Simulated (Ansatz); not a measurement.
## Single-point calculation of CoO (part 2 of 2)

CoO (R3m, 4 atoms in the cell); DFT PBEsol, scalar-relativistic, plane waves, PAW, spin-polarised (Ansatz 0.2.0); cutoff 420 eV, 18×18×18 k-mesh, Gaussian smearing of 0.1 eV, collinear spins. The structure derives from a Materials Project entry.

Geometry of the input (Å; fractional positions):
```
1.6022  0.9250  5.1329
-1.6022  0.9250  5.1329
0.0000  -1.8501  5.1329
Co 0.9995  0.9995  0.9995
Co 0.4995  0.4995  0.4995
O  0.3755  0.3755  0.3755
O  0.8755  0.8755  0.8755
```

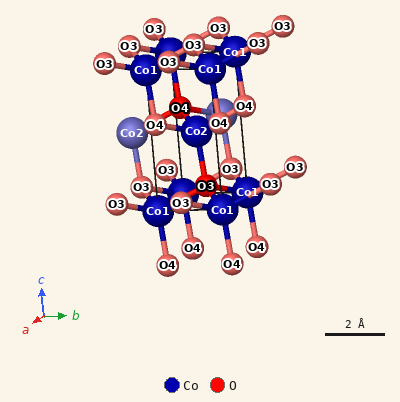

Figure 1. The structure as given in the input (ball-and-stick view of the reduced cell, seen slightly off an axis; neighbours outside the cell are drawn fainter; atoms are numbered from 1 in the order of the input). An atom can appear more than once, as a periodic image.

### What the program printed, continued
```
SCF iter   1: F=—  HF=-11309.666900 eV  |F-HF|=—  |Δ(HF+E_count)|=         —  Δρ=3.20e-1 (↑7.44e-2 ↓3.20e-1)  dr2=4.65e1  dr2_m=9.35e0  M=3.009 μB ∫|m|=3.009 μB  β_m=0.30  ethr=3.10e-3  ⟨swp⟩=5.2  Hψ=133693  notcnv=0  defer=13
preconditioner: auto → Kerker (q_TF=auto, 2.732 Å⁻¹)  [metal: Δε(μ)=0.001 eV  Ē_g=12.257 eV  σ=0.100 eV  W_gap=0.01  n_scr=16 (ndim 8)  ℏωp=30.1 eV  f_vac=0.000  D(μ)=3.44/eV (n_scr^D=36)]
spin=Collinear: Kerker preconditioning applied to the charge; magnetization (m = ρ↑ − ρ↓) channel mixes plain (no charge-response kernel on spin).
SCF iter   2: F=—  HF=-11305.386074 eV  |F-HF|=—  |Δ(HF+E_count)|=    4.28e0  Δρ=6.75e-2 (↑6.75e-2 ↓5.31e-2)  dr2=2.92e0  dr2_m=1.68e-1  M=5.986 μB ∫|m|=5.994 μB  β_m=0.30  ethr=3.10e-3  ⟨swp⟩=3.0  Hψ=86764  notcnv=0  defer=3393
SCF iter   3: F=—  HF=-11304.937950 eV  |F-HF|=—  |Δ(HF+E_count)|=   4.48e-1  Δρ=3.96e-2 (↑3.96e-2 ↓2.91e-2)  dr2=5.90e-1  dr2_m=2.43e-1  M=5.773 μB ∫|m|=5.779 μB  β_m=0.30  ethr=3.10e-3  ⟨swp⟩=2.1  Hψ=61601  notcnv=0  defer=3724
Mixer restart at iter 3: flushing history
spin-set hold released at iteration 3 (the charge has settled, or the pull on large starting moments outlasts its swing): the magnetisation degrees of freedom join the quasi-Newton model from the next iteration; the mixer history was flushed
SCF iter   4: F=—  HF=-11304.952716 eV  |F-HF|=—  |Δ(HF+E_count)|=   1.48e-2  Δρ=3.03e-2 (↑2.72e-2 ↓3.03e-2)  dr2=3.59e-1  dr2_m=2.23e-1  M=5.657 μB ∫|m|=5.663 μB  β_m=0.65  ethr=1.28e-3  ⟨swp⟩=2.0  Hψ=47519  notcnv=0  defer=3739
SCF iter   5: F=—  HF=-11305.130411 eV  |F-HF|=—  |Δ(HF+E_count)|=   1.78e-1  Δρ=9.42e-2 (↑1.82e-2 ↓9.42e-2)  dr2=4.89e0  dr2_m=7.70e-1  M=5.656 μB ∫|m|=5.672 μB  β_m=0.26  ethr=7.80e-4  ⟨swp⟩=2.2  Hψ=52716  notcnv=0  defer=3739  recentre
SCF iter   6: F=—  HF=-11305.033189 eV  |F-HF|=—  |Δ(HF+E_count)|=   9.72e-2  Δρ=4.17e-2 (↑2.06e-2 ↓4.17e-2)  dr2=1.02e0  dr2_m=1.71e-1  M=5.701 μB ∫|m|=5.711 μB  β_m=0.35  ethr=7.80e-4  ⟨swp⟩=2.0  Hψ=56589  notcnv=0  defer=3700
SCF iter   7: F=—  HF=-11305.049128 eV  |F-HF|=—  |Δ(HF+E_count)|=   1.59e-2  Δρ=5.57e-3 (↑4.08e-3 ↓5.57e-3)  dr2=2.10e-2  dr2_m=1.36e-3  M=5.584 μB ∫|m|=5.598 μB  β_m=0.66  ethr=7.80e-4  ⟨swp⟩=2.1  Hψ=54790  notcnv=0  defer=3696
SCF iter   8: F=—  HF=-11305.051654 eV  |F-HF|=—  |Δ(HF+E_count)|=   2.53e-3  Δρ=5.06e-3 (↑1.65e-3 ↓5.06e-3)  dr2=1.38e-2  dr2_m=2.12e-3  M=5.587 μB ∫|m|=5.600 μB  β_m=0.62  ethr=4.56e-5  ⟨swp⟩=2.0  Hψ=40765  notcnv=0  defer=3694
SCF iter   9: F=—  HF=-11305.051905 eV  |F-HF|=—  |Δ(HF+E_count)|=   2.51e-4  Δρ=1.37e-3 (↑7.17e-4 ↓1.37e-3)  dr2=1.12e-3  dr2_m=1.54e-4  M=5.583 μB ∫|m|=5.595 μB  β_m=0.81  ethr=3.00e-5  ⟨swp⟩=1.0  Hψ=33466  notcnv=0  defer=3694
SCF iter  10: F=—  HF=-11305.052293 eV  |F-HF|=—  |Δ(HF+E_count)|=   3.88e-4  Δρ=4.88e-4 (↑2.87e-4 ↓4.88e-4)  dr2=2.26e-4  dr2_m=1.19e-5  M=5.579 μB ∫|m|=5.592 μB  β_m=0.89  ethr=2.43e-6  ⟨swp⟩=1.1  Hψ=34609  notcnv=0  defer=3694
SCF iter  11: F=—  HF=-11305.052346 eV  |F-HF|=—  |Δ(HF+E_count)|=   5.23e-5  Δρ=4.91e-4 (↑2.25e-4 ↓4.91e-4)  dr2=1.99e-4  dr2_m=1.39e-5  M=5.580 μB ∫|m|=5.592 μB  β_m=0.78  ethr=4.91e-7  ⟨swp⟩=2.0  Hψ=48676  notcnv=0  defer=3694
SCF iter  12: F=—  HF=-11305.052340 eV  |F-HF|=—  |Δ(HF+E_count)|=   6.24e-6  Δρ=1.81e-4 (↑5.46e-5 ↓1.81e-4)  dr2=1.83e-5  dr2_m=2.40e-6  M=5.580 μB ∫|m|=5.592 μB  β_m=0.82  ethr=4.32e-7  ⟨swp⟩=1.0  Hψ=33735  notcnv=0  defer=3691
SCF iter  13: F=—  HF=-11305.052306 eV  |F-HF|=—  |Δ(HF+E_count)|=   3.35e-5  Δρ=7.74e-5 (↑1.63e-5 ↓7.74e-5)  dr2=3.54e-6  dr2_m=4.45e-7  M=5.579 μB ∫|m|=5.592 μB  β_m=0.82  ethr=3.98e-8  ⟨swp⟩=1.4  Hψ=35571  notcnv=0  defer=3691
SCF iter  14: F=—  HF=-11305.052306 eV  |F-HF|=—  |Δ(HF+E_count)|=   4.72e-8  Δρ=1.33e-5 (↑7.99e-6 ↓1.33e-5)  dr2=1.23e-7  dr2_m=1.69e-8  M=5.579 μB ∫|m|=5.592 μB  β_m=0.84  ethr=7.70e-9  ⟨swp⟩=1.0  Hψ=33437  notcnv=0  defer=3691
SCF iter  15: F=—  HF=-11305.052306 eV  |F-HF|=—  |Δ(HF+E_count)|=   1.89e-8  Δρ=2.69e-5 (↑3.98e-6 ↓2.69e-5)  dr2=4.33e-7  dr2_m=5.76e-8  M=5.579 μB ∫|m|=5.592 μB  β_m=0.84  ethr=2.17e-10  ⟨swp⟩=12.8  Hψ=236415  notcnv=0
SCF iter  16: F=-11305.052306 eV  HF=-11305.052306 eV  |F-HF|=6.40e-9  |Δ(HF+E_count)|=   9.02e-9  Δρ=3.41e-6 (↑1.54e-6 ↓3.41e-6)  dr2=7.58e-9  dr2_m=8.16e-10  M=5.579 μB ∫|m|=5.592 μB  ethr=2.17e-10  ⟨swp⟩=5.9  Hψ=180923  notcnv=0
SCF 1 converged in 16 iterations: F = -11305.052306 eV  dr2 = 7.58e-9
  greatest PAW one-centre occupation: 1.003 electrons in one spin orbital (limit 2), on the Co atom at site 1 (counted from 0), in its partial waves of l = 1
SCF converged after 16 iterations
Magnetization: 5.5794 μB (25.7897 up, 20.2103 down)
Absolute magnetization: 5.5918 μB (∫|ρ↑−ρ↓|, with the PAW one-centre terms)
Spin contamination: 0.0248 ħ² per cell (⟨S²⟩ above its minimum at these occupations)
Per-site moments (μB) at R_I (Å): [(2.2231134192580786, 0.7874100006093925), (2.223362368735373, 0.7876185372767301), (0.317911858691936, 0.7876185372767301), (0.31792439198080064, 0.7874100006093925)]
Free energy (F): -11305.052306 eV
Harris-Foulkes:  -11305.052306 eV  (|F-HF|=6.40e-9)
Internal energy: -11305.028331 eV  (E = F + TS)
E sigma→0 (E₀):  -11305.040319 eV
Entropy (-TS):   -0.023975 eV (-5.994 meV/atom)
Fermi energy:    10.932380 eV
--- Per-component energies (eV) ---
  E_band       = -741.559642
  E_kinetic    = 1235.787939
  E_local      = -7738.581670  (includes V_loc(G=0)·N_el)
  E_nonlocal   = 1027.204225
  E_hartree    = 3184.598323
  E_xc         = -452.298801
  E_vxc        = -584.256745  (∫ρ·V_xc dr)
  E_paw        = -3274.781100  (= ΣΔE_a)
  E_vpaw       = -1050.916736  (= ΣTr[D̂ρ^β])
  E_aug_tail   = 0.005168  (compensation charges beyond the density's cutoff)
  E_ewald      = -5287.409829
  E_core_change = 0.447414  (= ΣΔE_core)
  E_smearing   = -0.023975  (= −TS)
  E_closure    = -0.000000  (closes the sum)
  Σ components = -11305.052306   (vs F -11305.052306, Δ=0.00e0)
--- Forces (eV/Å), atoms counted from 1 ---
  atom   1  Co    -0.00000000    -0.00000000     0.21603053
  atom   2  Co    -0.00000000    -0.00000000     0.21299618
  atom   3  O      0.00000000     0.00000000    -0.21107157
  atom   4  O      0.00000000     0.00000000    -0.21794283
  max |Σ_I F_I| component: 1.23e-5 eV/Å
--- Stress (GPa, compression-positive) ---
       -9.538937       0.000000       0.000000
        0.000000      -9.538937       0.000000
        0.000000      -0.000000      -4.645552
  P = ⅓ Tr σ = -7.9078 GPa (-79.078 kbar)
--- Band table (eV; the first three rows and the last of 1160) ---
  k-point 0 ↑: bands = ["-85.3574", "-85.3555", "-48.8110", "-48.7873", "-48.7596", "-48.7596", "-48.7556", "-48.7556", "-9.1212", "-8.4434", "3.8539", "4.6500", "4.7031", "4.7031", "5.1143", "5.1143", "8.3668", "8.6099", "8.6099", "8.6651", "8.6651", "10.2611", "10.2611", "10.9283", "11.1819", "11.1819", "11.3358", "16.4290", "18.0408", "24.1687", "24.1687", "24.7039"]
  k-point 1 ↑: bands = ["-85.3573", "-85.3555", "-48.8107", "-48.7874", "-48.7600", "-48.7596", "-48.7560", "-48.7557", "-9.1043", "-8.4371", "3.8831", "4.6473", "4.6706", "4.7142", "5.0932", "5.1272", "8.3490", "8.5938", "8.6134", "8.6485", "8.6689", "10.2019", "10.2562", "10.8322", "11.1520", "11.2781", "11.3908", "16.5470", "18.0475", "23.8383", "24.1970", "24.4628"]
  k-point 2 ↑: bands = ["-85.3572", "-85.3554", "-48.8101", "-48.7878", "-48.7612", "-48.7599", "-48.7575", "-48.7561", "-9.0550", "-8.4194", "3.9673", "4.5309", "4.6945", "4.7468", "5.0332", "5.1631", "8.2833", "8.5478", "8.6040", "8.6243", "8.6917", "10.0437", "10.2394", "10.6714", "11.0639", "11.2265", "11.7535", "16.8750", "18.0709", "23.1194", "23.8664", "24.2736"]
  k-point 579 ↓: bands = ["-82.5484", "-82.5479", "-46.0541", "-46.0536", "-46.0123", "-46.0123", "-46.0119", "-46.0119", "-8.2232", "-8.2227", "4.8743", "4.8754", "6.0478", "6.0478", "6.0487", "6.0487", "10.4605", "10.4605", "10.4609", "10.4609", "12.0436", "12.0449", "13.0865", "13.0865", "13.0872", "13.0872", "14.1580", "14.1593", "21.7340", "21.7375", "25.3775", "25.3775"]
--- Löwdin populations: 4 sites ---
  site symbol       q [e]    m [muB]
     0     Co     15.9612     2.3260
     1     Co     15.9613     2.3261
     2      O      6.8742     0.4585
     3      O      6.8742     0.4586
  spilling = 0.007156 (of n_electrons = 46.000000)
```

### File populations.tsv
```
# site	symbol	l	j	q_up	q_dn
# orbitals = lowdin
# n_electrons = 46.000000
# spilling = 0.007156
0	Co	0_3S	-	0.996432	0.996360
0	Co	0_4S	-	0.242773	0.235505
0	Co	1_3P	-	2.999119	2.997789
0	Co	2_3D	-	4.905287	2.587906
1	Co	0_3S	-	0.996434	0.996363
1	Co	0_4S	-	0.242779	0.235516
1	Co	1_3P	-	2.999120	2.997791
1	Co	2_3D	-	4.905378	2.587936
2	O	0_2S	-	0.928921	0.885497
2	O	1_2P	-	2.737426	2.322317
3	O	0_2S	-	0.928915	0.885494
3	O	1_2P	-	2.737467	2.322286
```

### Key numbers

| quantity | value |
| --- | --- |
| outcome | converged |
| space group (tolerance 0.01 Å) | R3m (160) |
| electrons treated | 46 |
| free energy | −11305.0523 eV |
| Fermi energy | 10.932 eV |
| gap on the k-point mesh | none (metallic) |
| net moment of the cell | 5.58 μB |
| integrated absolute moment | 5.59 μB |
| pressure | −7.91 GPa |
| largest force (length of the vector) | 0.218 eV/Å |
| hardware | 1 thread of Intel Xeon @ 2.70GHz, 189 GiB of memory available, shared host |
| wall time | 4.8 min |
| peak memory | 1.5 GiB |
